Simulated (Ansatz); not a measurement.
## Run report: ZnSe, single-point calculation

System: ZnSe (4 atoms in the cell).
Method: DFT PBE, scalar-relativistic, plane waves, PAW, no spin polarisation (Ansatz 0.2.0).

The structure was made by a generator, so it may or may not be a known phase. Figures and captions count atoms from 1; the log counts them from 0 in places.

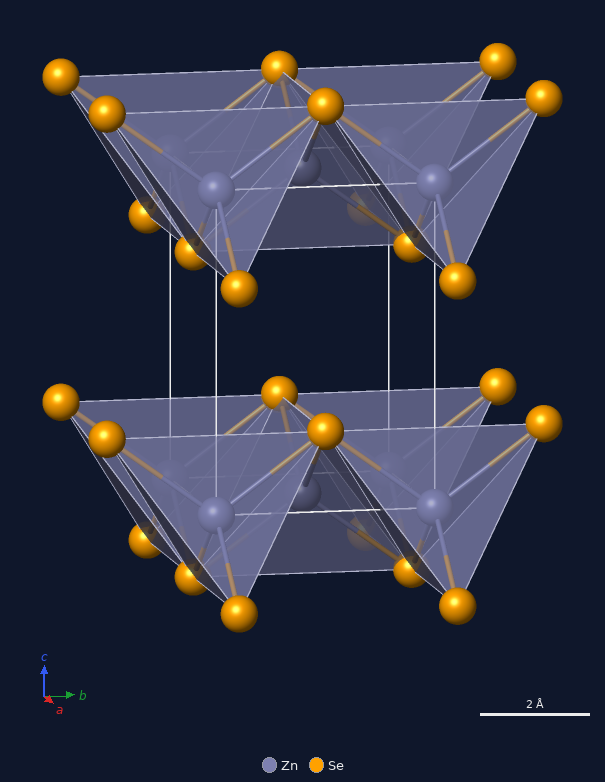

**Figure 1.** The structure as given in the input (polyhedral view of the cell of the calculation, seen slightly off an axis; polyhedra are completed across the faces of the cell). An atom can appear more than once, as a periodic image.

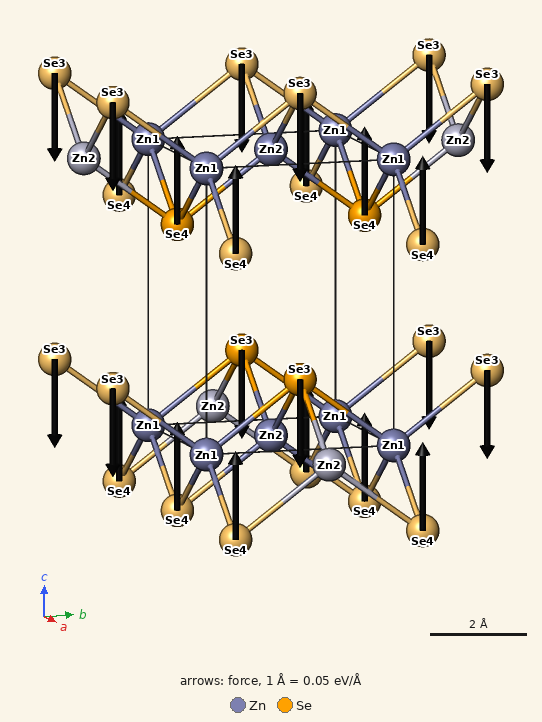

**Figure 2.** Forces on the atoms as black arrows (ball-and-stick view of the cell of the calculation, seen slightly off an axis; neighbours outside the cell are drawn fainter; atoms are numbered from 1 in the order of the input). The largest act on Se3, Se4 (0.09 eV/Å). The geometry is not a stationary point of this energy.

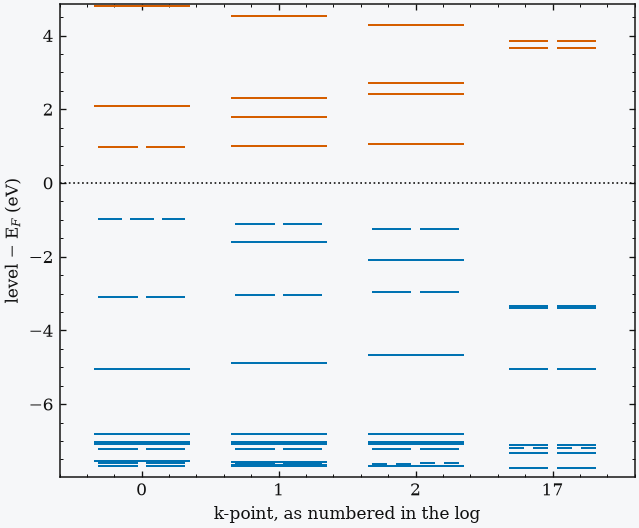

**Figure 3.** Kohn–Sham levels near the Fermi level (dotted) at the few k-points that the log prints; levels within 0.02 eV of each other stand side by side. Among these points the highest filled and lowest empty levels are 1.94 eV apart, which is the gap on the mesh.

The input and output of the run follow.

Input file
```yaml
crystal:
  lattice:
    - [4.10770178, 0.0, 0.0]
    - [0.0, 4.10770178, 0.0]
    - [0.0, 0.0, 6.07035017]
  atoms:
    - { symbol: Zn, position: [0.0, 0.0, 0.0] }
    - { symbol: Zn, position: [0.5, 0.5, 0.0] }
    - { symbol: Se, position: [0.0, 0.5, 0.24628] }
    - { symbol: Se, position: [0.5, 0.0, 0.75372] }
basis:
  ecutwfc: 420
kpoints:
  mp_grid: { grid: [4, 4, 4] }
hamiltonian:
  xc: pbe
scf:
  occupations: { method: gaussian, width: 0.1 }
  lower_state_search: "off"
output:
  forces: true
  stress: true
  eigenvalues: true
```

Command:
```bash
ansatz run input.yaml --threads 1 --pin off --max-ram 2560MiB --backend cpu --events-out ev --progress --plain --runs-dir out
```

Log
```
Engine: ansatz 0.2.0, aarch64-unknown-linux-gnu
Pseudopotentials: kind: paw
Pseudopotential: Zn, paw, valence charge 12, recommended cutoff 420 eV (normal), Zn.paw.azcp
Pseudopotential: Se, paw, valence charge 16, recommended cutoff 420 eV (normal), Se.paw.azcp
Functional definition: PBE
  parameter kappa = 0.804
  parameter beta = 0.06672455060314922
  exchange = pbe_x(kappa = kappa, mu = beta*pi^2/3)
  correlation = pbe_c(beta = beta)
Crystal: 4 atoms, lattice volume = 102.426 Å³
Basis set: ecut = 420 eV, 1989 PW (Γ), exchange–correlation on 60×60×90 points (8 copies of the dense FFT grid, shifted against one another)
Bands: 34, of which v1, the nominal top of the filled ones, is band 28 counted from 1 (27 counted from 0)
Symmetry: 16 space group operations
Space group: P4/nmm (ITA 129), of the structure as read, at distance tolerance 4.7e-5 Å
k-points: 18 of 64
Non-local potential: Zn, projectors of the file, l = 0: 2, l = 1: 2, l = 2: 3, l = 3: 1
Non-local potential: Se, projectors of the file, l = 0: 2, l = 1: 2, l = 2: 3, l = 3: 1
PAW form: soft (Blöchl's): semilocal exchange-correlation on the pseudo side does not see the compensation charge
PAW one-centre angular grid: Zn, 590 points (default); XC on 64 Gauss nodes
PAW one-centre angular grid: Se, 590 points (default); XC on 64 Gauss nodes
Initial density: superposition of atomic densities (neutral atoms: chi_scale 0, normalization atom), corrected by the library's trained network
Initial wavefunctions: pseudopotential atomic-orbital guess
Functional: x = pbe(κ = 0.804, μ = 0.2195149727645171), c = pbe(β = 0.06672455060314922)
SCF iter   1: F=—  HF=-17578.391921 eV  |F-HF|=—  |Δ(HF+E_count)|=         —  Δρ=1.93e-3  dr2=1.21e-2  ethr=1.77e-3  ⟨swp⟩=5.8  Hψ=2581  notcnv=0
preconditioner: auto → Resta (q_TF=auto, 2.467 Å⁻¹)  ε∞=5.2  [insulator: Δε(μ)=1.966 eV  Ē_g=10.789 eV  σ=0.100 eV  W_gap=1.00  n_scr=28 (ndim 8)  ℏωp=22.0 eV  f_vac=0.223  D(μ)=0.00/eV (n_scr^D=0)  ε∞_Penn≈5.2]
SCF iter   2: F=—  HF=-17578.390146 eV  |F-HF|=—  |Δ(HF+E_count)|=   1.77e-3  Δρ=8.23e-4  dr2=1.40e-3  ethr=2.17e-5  ⟨swp⟩=1.8  Hψ=804  notcnv=0
SCF iter   3: F=—  HF=-17578.390019 eV  |F-HF|=—  |Δ(HF+E_count)|=   1.27e-4  Δρ=2.84e-4  dr2=2.52e-4  ethr=2.49e-6  ⟨swp⟩=2.5  Hψ=1068  notcnv=0
automatic band count: iteration 3 solves 33 bands in place of 34: the levels show a gap, and the empty bands left out lie too high to hold charge; the band table lists the bands solved (type scf.n_extra_bands for more)
SCF iter   4: F=—  HF=-17578.390008 eV  |F-HF|=—  |Δ(HF+E_count)|=   1.08e-5  Δρ=1.79e-4  dr2=4.96e-5  ethr=4.50e-7  ⟨swp⟩=2.0  Hψ=867  notcnv=0
SCF iter   5: F=—  HF=-17578.390041 eV  |F-HF|=—  |Δ(HF+E_count)|=   3.22e-5  Δρ=1.07e-4  dr2=1.16e-5  ethr=8.85e-8  ⟨swp⟩=2.0  Hψ=872  notcnv=0
SCF iter   6: F=—  HF=-17578.390044 eV  |F-HF|=—  |Δ(HF+E_count)|=   3.33e-6  Δρ=4.31e-5  dr2=1.82e-6  ethr=2.07e-8  ⟨swp⟩=2.0  Hψ=880  notcnv=0
SCF iter   7: F=—  HF=-17578.390046 eV  |F-HF|=—  |Δ(HF+E_count)|=   2.45e-6  Δρ=9.21e-6  dr2=2.43e-7  ethr=3.26e-9  ⟨swp⟩=2.0  Hψ=903  notcnv=0
SCF iter   8: F=-17578.390046 eV  HF=-17578.390046 eV  |F-HF|=1.27e-10  |Δ(HF+E_count)|=   4.99e-8  Δρ=1.82e-6  dr2=8.85e-9  ethr=1.79e-10  ⟨swp⟩=7.7  Hψ=2665  notcnv=0
SCF 1 converged in 8 iterations: F = -17578.390046 eV  dr2 = 8.85e-9
  greatest PAW one-centre occupation: 1.000 electrons in one spin orbital (limit 2), on the Se atom at site 3 (counted from 0), in its partial waves of l = 2
SCF converged after 8 iterations
Free energy (F): -17578.390046 eV
Harris-Foulkes:  -17578.390046 eV  (|F-HF|=1.27e-10)
Internal energy: -17578.390046 eV  (E = F + TS)
E sigma→0 (E₀):  -17578.390046 eV
Fermi energy:    6.210497 eV
--- Per-component energies (eV) ---
  E_band       = -841.922849
  E_kinetic    = 497.603903
  E_local      = -9973.024393  (includes V_loc(G=0)·N_el)
  E_nonlocal   = 38.645394
  E_hartree    = 4626.482777
  E_xc         = -481.599931
  E_vxc        = -298.635247  (∫ρ·V_xc dr)
  E_paw        = -7480.389659  (= ΣΔE_a)
  E_vpaw       = -359.476684  (= ΣTr[D̂ρ^β])
  E_aug_tail   = -0.001927  (compensation charges beyond the density's cutoff)
  E_ewald      = -4806.106210
  E_smearing   = -0.000000  (= −TS)
  E_closure    = 0.000000  (closes the sum)
  Σ components = -17578.390046   (vs F -17578.390046, Δ=0.00e0)
--- Forces (eV/Å), atoms counted from 1 ---
  atom   1  Zn     0.00000000     0.00000000     0.00000000
  atom   2  Zn     0.00000000     0.00000000     0.00000000
  atom   3  Se     0.00000000     0.00000000    -0.09419836
  atom   4  Se     0.00000000     0.00000000     0.09419836
  max |Σ_I F_I| component: 0.00e0 eV/Å
--- Stress (GPa, compression-positive) ---
        0.030827       0.000000       0.000000
        0.000000       0.030827       0.000000
        0.000000       0.000000      -0.217607
  P = ⅓ Tr σ = -0.0520 GPa (-0.520 kbar)
--- Band table (eV; the first three rows and the last of 18) ---
  k-point 0: bands = ["-41.4012", "-41.4012", "-41.4011", "-41.4011", "-41.3999", "-41.3998", "-41.3982", "-41.3981", "-41.3946", "-41.3946", "-7.6362", "-6.7172", "-1.4685", "-1.4630", "-1.3853", "-1.3853", "-1.3191", "-0.9978", "-0.9978", "-0.8792", "-0.8129", "-0.6010", "1.1661", "3.1163", "3.1163", "5.2246", "5.2380", "5.2380", "7.1795", "7.1974", "8.2920", "11.0214", "11.1103"]
  k-point 1: bands = ["-41.4012", "-41.4012", "-41.4011", "-41.4011", "-41.3998", "-41.3998", "-41.3982", "-41.3981", "-41.3946", "-41.3946", "-7.5812", "-6.7919", "-1.4685", "-1.4473", "-1.3879", "-1.3879", "-1.3483", "-0.9974", "-0.9974", "-0.8784", "-0.8129", "-0.6010", "1.3397", "3.1828", "3.1828", "4.5996", "5.1046", "5.1046", "7.2254", "8.0101", "8.5236", "10.7468", "11.3754"]
  k-point 2: bands = ["-41.4012", "-41.4012", "-41.4011", "-41.4011", "-41.3998", "-41.3998", "-41.3982", "-41.3981", "-41.3946", "-41.3946", "-7.5141", "-6.8786", "-1.4684", "-1.4067", "-1.4012", "-1.3906", "-1.3906", "-0.9969", "-0.9969", "-0.8777", "-0.8130", "-0.6010", "1.5416", "3.2573", "3.2573", "4.1189", "4.9666", "4.9666", "7.2746", "8.6315", "8.9149", "10.5031", "11.6826"]
  k-point 17: bands = ["-41.4013", "-41.4013", "-41.4011", "-41.4011", "-41.3997", "-41.3997", "-41.3978", "-41.3978", "-41.3947", "-41.3947", "-6.6867", "-6.6867", "-1.5210", "-1.5210", "-1.1079", "-1.1079", "-0.9900", "-0.9900", "-0.9766", "-0.9766", "-0.8948", "-0.8948", "1.1702", "1.1702", "2.8212", "2.8212", "2.8800", "2.8800", "9.8749", "9.8749", "10.0735", "10.0735", "13.3908"]
```

Summary

| quantity | value |
| --- | --- |
| outcome | converged |
| space group (tolerance 0.01 Å) | P4/nmm (129) |
| electrons treated | 56 |
| free energy | −17578.3900 eV |
| Fermi energy | 6.210 eV |
| gap on the k-point mesh | 1.94 eV |
| pressure | −0.05 GPa |
| largest force (length of the vector) | 0.094 eV/Å |
| hardware | 1 thread of Arm Neoverse V1, 24 GiB of memory available, shared host |
| wall time | 4.2 s |
| peak memory | 0.36 GiB |
